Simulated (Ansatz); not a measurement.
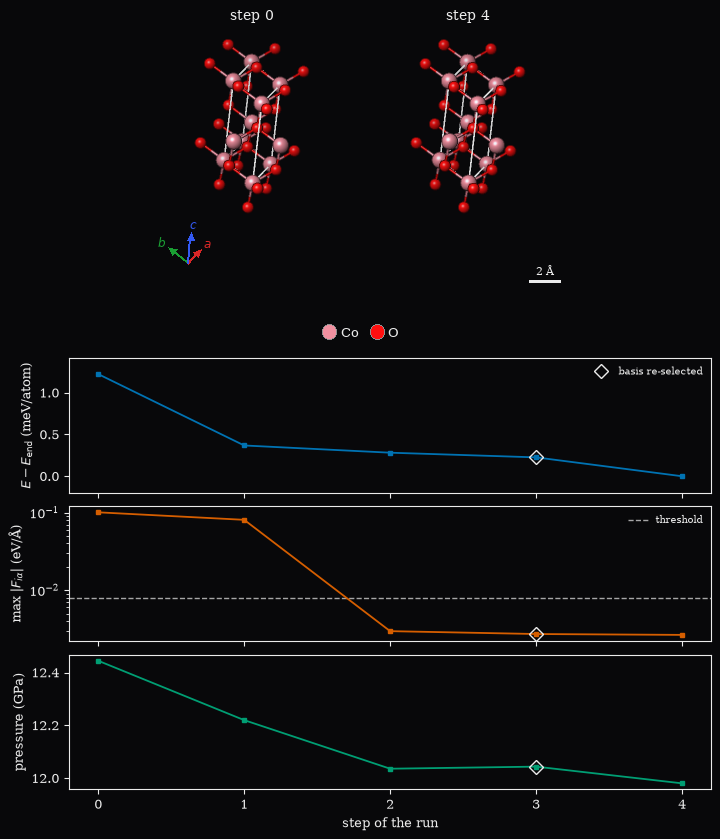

First and last geometry of a relaxation of a crystal of CoO (set up in R3m), with the history of the run. The picture is a ball-and-stick view of the reduced cell, seen from a free direction. Lengths and directions refer to the drawn axes.

Case: relaxed at 12 GPa.

The calculation used Ansatz 0.2.0, DFT PBE, scalar-relativistic, plane waves, PAW.

The input:
```yaml
crystal:
  lattice:
    - [1.5611488904, 0.9013297321, 4.9533932006]
    - [-1.5611488904, 0.9013297321, 4.9533932006]
    - [0.0, -1.8026594642, 4.9533932006]
  atoms:
    - { symbol: Co, position: [0.9995097817, 0.9995097817, 0.9995097817], spin: -2.2 }
    - { symbol: Co, position: [0.4995131953, 0.4995131953, 0.4995131953], spin: 2.2 }
    - { symbol: O, position: [0.3754864313, 0.3754864313, 0.3754864313], spin: -0.15 }
    - { symbol: O, position: [0.8754899418, 0.8754899418, 0.8754899418], spin: 0.15 }
basis:
  ecutwfc: 420
kpoints:
  mp_grid: { grid: [18, 18, 18] }
hamiltonian:
  xc: pbe
scf:
  occupations: { method: gaussian, width: 0.1 }
output:
  forces: true
  stress: true
  eigenvalues: true
  populations: true
magnetization:
  spin_polarized: true
relax:
  adjacent_minimum: "off"
  f_tol: 0.008
  max_steps: 50
  cell: { stress_tol: 0.08, p_target: 12.0 }
```

Run as
```bash
ansatz run input.yaml --threads 1 --pin off --max-ram 2560MiB --backend cpu --events-out ev --progress --plain --runs-dir out
```

### Did the run converge, and what did it change?

The run was cut off at its time limit before the program reported convergence, but its last step already meets the force threshold: the largest component is 0.0027 eV/Å against 0.008 eV/Å. The pressure is within 0.02 GPa of its target. The largest moves relative to the cell, 0.009 Å, are those of Co1, Co2, O3 and O4. O4 goes along [1 1 −3]. By element the largest moves are O 0.009 Å, Co 0.009 Å. The volume changes by +0.1 %, with a = b 3.122 → 3.133 Å (+0.3 %), c 5.271 → 5.247 Å (−0.5 %), α 72.8° → 72.6°, β 72.8° → 72.6°. Near-neighbour distances that change, for instance: Co1–O4 1.843 → 1.850 Å. The space group stays R3m (No. 160). After 3 accepted moves (4 points after the start) the energy has fallen by 1.2 meV per atom. With the target pressure of 12 GPa, the enthalpy E + pV changes by −0.4 meV per atom. Largest force component: 0.1 eV/Å at the start, 0.0027 eV/Å at the end. The pressure goes from 12.44 to 11.98 GPa. The SCF was repeated once at an unchanged geometry on a basis and grid sized afresh for the cell, which shifted the energy by 0.1 meV per atom at most.
